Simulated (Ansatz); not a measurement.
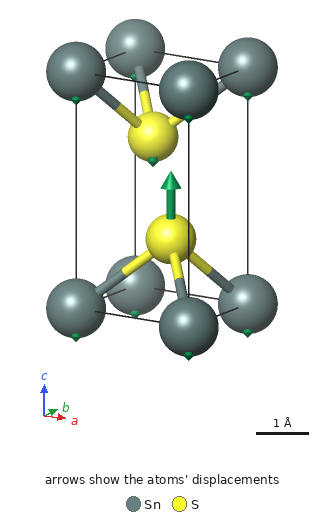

Phonons of crystalline SnS2 relaxed at 40 GPa, space group P-3m1 (No. 164), at the zone centre. The optical levels lie at 279 (×2), 344 (×2), 380 (×2) cm⁻¹. One mode is drawn. The green arrows are the displacements of the atoms (eigenvector over the root of the mass), of arbitrary overall length and sign. The picture is a ball-and-stick view of the cell of the calculation, seen slightly off an axis.

Computed with DFT PBEsol, scalar-relativistic, plane waves, PAW (Ansatz 0.2.0). Set-up: plane-wave cutoff 420 eV; k-point mesh 12 × 12 × 10; occupations fermi dirac; smearing width 0.15 eV; target pressure 40 GPa; no spin polarisation.

The frequencies depend somewhat on the k-mesh and the smearing.

> Which of these frequencies is the drawn mode's?

The level at 380 cm⁻¹. This is a doubly degenerate mode (one member of the set is drawn), the highest optical level. All motion is along c; the kinetic energy is shared as S 86 %, Sn 14 %.
